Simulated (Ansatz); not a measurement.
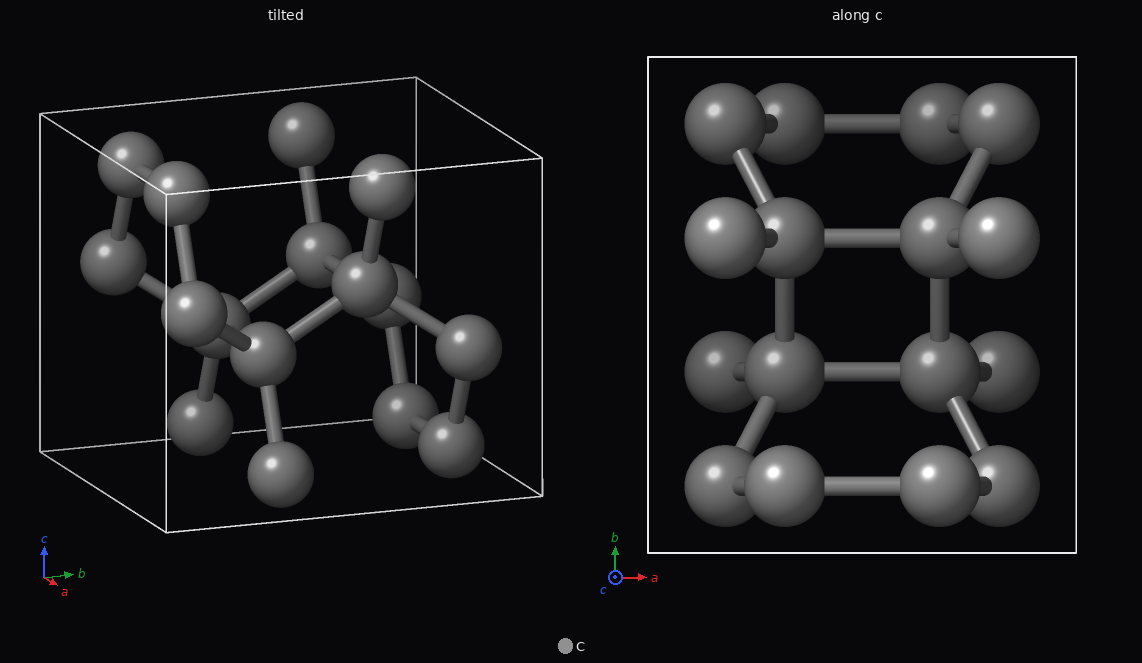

Shown here is a ball-and-stick view of the crystal, taken slightly off an axis and along the c axis. The conventional unit cell is drawn as a box.

C, space group Cmce (No. 64), a = 4.36 Å, b = 5.05 Å, c = 4.37 Å, α = 90.00°, β = 90.00°, γ = 90.00°.

The numbers come from DFT PBE, scalar-relativistic, plane waves, PAW in Ansatz, using 420 eV cutoff, k-points about 0.24 Å⁻¹ apart, Gaussian smearing of 0.02 eV, no spin polarisation.

**Predict the gap.**

A semiconductor at this level, with a gap of 2.76 eV on the k-mesh (the true edges may lie between mesh points, so the gap can be somewhat smaller).

The structure was taken from a structure type filled with this element by a generator (whether the element takes this form wasn't checked). Atoms and cell were optimised with DFT PBE, scalar-relativistic, plane waves, PAW in Ansatz.
